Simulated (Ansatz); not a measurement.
## Sc: an electron-density study

Space group C2/m; the calculation finds a residual pressure of about 2 GPa at this fixed cell. This isn't the usual form at ambient conditions. The cell comes from a database of computed structures, not from a measurement.

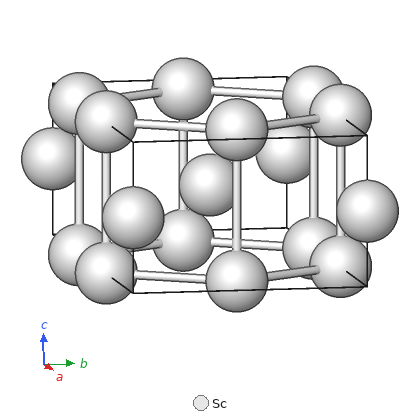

The conventional cell.

The calculation's input:

```
crystal:
  lattice:
    - [0.0034756338, 0.0, -3.200719282]
    - [0.0, -5.000534, 0.0]
    - [-4.4040490344, 2.500267, 0.0]
  atoms:
    - { symbol: Sc, position: [0.004892, 0.666766, 0.333532] }
    - { symbol: Sc, position: [0.5, 0.0, 0.0] }
    - { symbol: Sc, position: [0.995108, 0.333234, 0.666468] }
basis:
  ecutwfc: 420
  fft_grid_basis: typed
kpoints:
  mp_grid: { grid: [10, 8, 8] }
hamiltonian:
  xc: pbe
  pseudopotentials: { kind: paw }
scf:
  occupations: { method: gaussian, width: 0.05 }
output:
  forces: true
  stress: true
  eigenvalues: true
  bader: true
  write_density: true
  volumetric_format: npy
  elf: true
```

Launched as:

```sh
ansatz run input.yaml --threads 1 --pin off --max-ram 2560MiB --backend cpu --events-out ev --progress --plain --runs-dir out
```

The picture shows the conventional cell (a = 8.81 Å, b = 5.00 Å, c = 3.20 Å, α = 90.00°, β = 90.06°, γ = 90.00°).

The calculation used DFT PBE, scalar-relativistic, plane waves, PAW in Ansatz 0.2.0.

Core electrons are frozen (PAW), so the maps are meaningful between the atoms, not at the nuclei.

### 1. Bonding charge

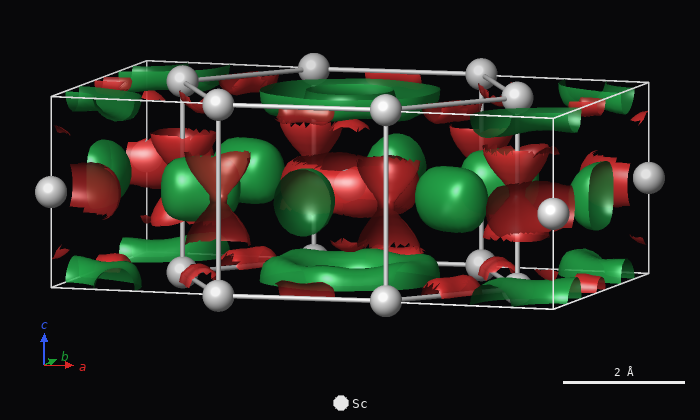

Deformation density (self-consistent density less superposed neutral spherical atoms): green surfaces at +0.02 and red ones at −0.02 e/Å³, in the conventional cell seen slightly off an axis (the regions close to the nuclei are left out). Cores are masked to 1.0 Å (Sc).

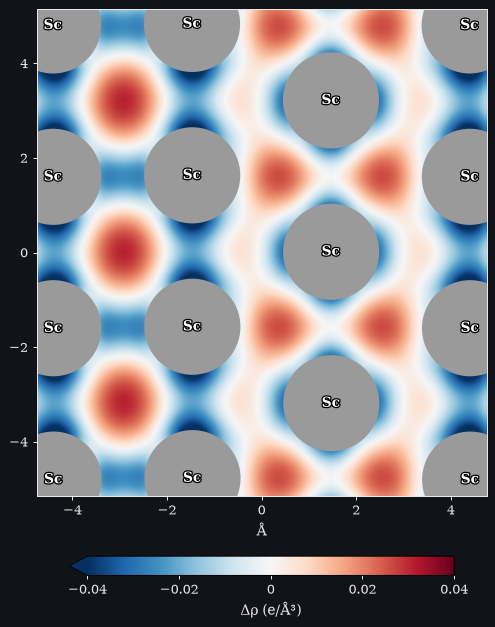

Also shown: a map on the (010) plane of the conventional cell, with grey discs over the atomic cores.

Q: Where does charge go when the atoms form this crystal?

A: Sc–Sc (2.90 Å): Δρ is −0.03 e/Å³ at the midpoint.
- Over the whole cell, outside the masked cores, the largest gain, 0.03 e/Å³, lies 2.2 Å from a scandium nucleus, and the largest loss lies at the edge of the masked core of Sc.
- In all about 0.14 e an atom is rearranged against the free atoms.

### 2. One group of states

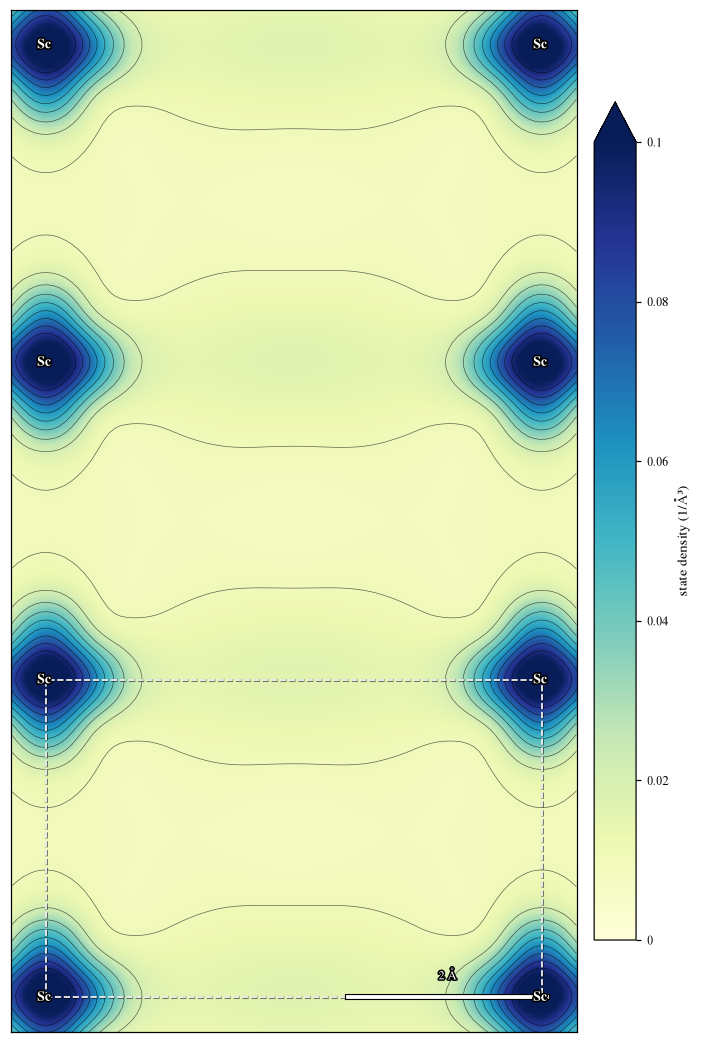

Density of the Kohn–Sham states from −0.25 to +0.25 eV about the Fermi level (the states at the Fermi level), scaled to one electron a cell: a map on the (100) plane of the conventional cell.

Q: Which atoms and orbitals make up these states?

A: Löwdin projections on the PAW files' atomic orbitals give Sc 3d (over 95 %).

### 3. Moving an atom

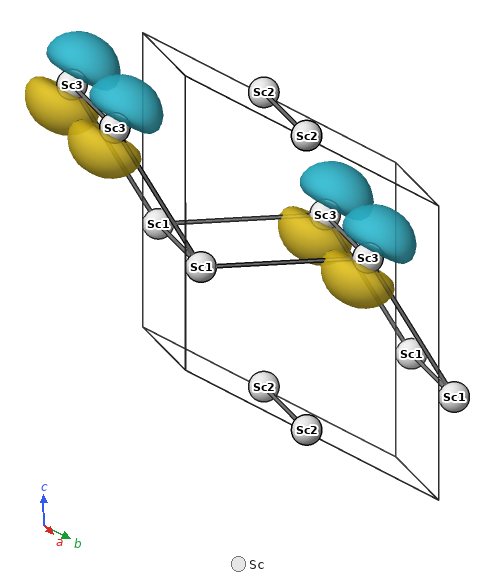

Sc: one atom of the 3-atom cell (and its periodic copies) was moved a little. Density after less density before, yellow at +0.2 and cyan at −0.2 e/Å³, seen slightly off an axis; cell a = 3.20 Å, b = 5.00 Å, c = 5.06 Å, α = 119.58°, β = 90.05°, γ = 90.00°. The lobes lie largely inside the PAW sphere, where the density is a smoothed one.

Q: Which atom moved, and which way?

A: Sc3 moved towards the yellow lobe, down and to the left in the picture. In the run the shift was 0.05 Å along [0 −1 −2] in the axes of the cell drawn.

Q: How much does the computed force on the atom change?

A: The force on it changes by 0.29 eV/Å along the move, against it: a stiffness of about 5.7 eV/Å² for this sublattice shift.

Run times: 80 s (base cell), 22 s (state densities) and 79 s (moved atom), on 1 thread of Arm Neoverse N1, on a shared host.
